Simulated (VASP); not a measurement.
## Single-point calculation, with input and output: Al16N15 (part 4 of 4)

Al16N15 (defect cell, 31 atoms in the cell); Kohn-Sham DFT of a periodic cell, PBEsol, VASP PAW PBE potentials, recommended, spin-polarised (VASP 6.6.1); cutoff 450 eV, 3×3×2 k-mesh, Gaussian smearing of 0.03 eV, collinear spins. The structure derives from an entry of the Crystallography Open Database.

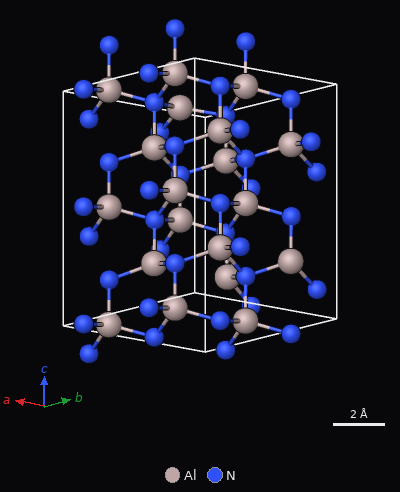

Figure 1. The structure (ball-and-stick view of the cell of the calculation, seen at an oblique angle; bonded neighbours outside the cell are drawn too). An atom can appear more than once, as a periodic image.

### POSCAR
```
Al16N15                                 
1.0
    6.2200008610      0.0000000000      0.0000000000
   -3.1100004305      5.3866787572      0.0000000000
    0.0000000000      0.0000000000      9.9600000000
  Al              N             
    16    15
Direct
     0.3327669280401301    0.1658860962109195    0.9804460127576140
     0.3325570308876734    0.1676327042835165    0.5018612580547341
     0.3349887854449865    0.6681570851403443    0.0004323427928380
     0.3348297044341156    0.6689412218953612    0.5012864046525874
     0.8318541224297509    0.1650045963006421    0.0006135509316190
     0.8315435379137784    0.1653592269758654    0.5013665953000853
     0.8313908408278848    0.6680789200897252    0.0001560715386786
     0.8312342337883656    0.6688445440948292    0.5012778661419356
     0.1600864637069664    0.3408630478631528    0.2532391800838067
     0.1651290497275853    0.3351179109318387    0.7486667767710568
     0.1588906244110944    0.8224217107184898    0.2525661636197313
     0.1647313848807677    0.8312450390475609    0.7483058265157558
     0.6781946528836506    0.3419821252195586    0.2530057950888471
     0.6684251887231788    0.3348275430673684    0.7484629347339732
     0.6655672321498014    0.8345229906497582    0.2520838634805276
     0.6660850804967177    0.8338422569392857    0.7504863440831788
     0.3326580368002692    0.1671097005616106    0.6935495686680430
     0.3332122215100876    0.6687214010929062    0.1907816737776797
     0.3330483078286187    0.6673275581906066    0.6913690561457237
     0.8318184946853940    0.1672681399295990    0.1909578158550617
     0.8327041547325678    0.1669481752159172    0.6915231422682002
     0.8317722857236572    0.6688986820386439    0.1904247150496647
     0.8323830511697097    0.6671884196245969    0.6913163121427105
     0.1663856163980750    0.3340275184623704    0.4416149076147303
     0.1655791985812975    0.3344813283704393    0.9422883537780410
     0.1662695478942265    0.8353563228674635    0.4411747033526858
     0.1646321554916564    0.8307537613674900    0.9412305120546919
     0.6649675123199921    0.3338234772364013    0.4415818672856974
     0.6682158190025697    0.3346068619960963    0.9416924620632647
     0.6658702305024934    0.8344252668791436    0.4416625099432177
     0.6661275066129133    0.8339263667385010    0.9414894134536188
```

Run as:
```bash
cat potpaw_PBE.64/Al/POTCAR potpaw_PBE.64/N/POTCAR > POTCAR
mpirun -np 4 vasp_std > vasp.out
```

### Results in brief

- outcome: converged
- electrons treated: 122
- free energy: −245.3338 eV
- gap on the k-point mesh: 2.71 eV
- net moment of the cell: 0.00 μB
- pressure: −4.66 GPa
- largest force (length of the vector): 0.773 eV/Å
- hardware: 4 threads of AMD EPYC (Zen 4), 64 GiB of memory available, shared host
- wall time: 2.7 min (CPU time 11 min)
- peak memory: 0.64 GiB

### Notes

The cell is charged and computed with a neutralising background, so its energy and pressure depend on the cell and aren't those of a real crystal.
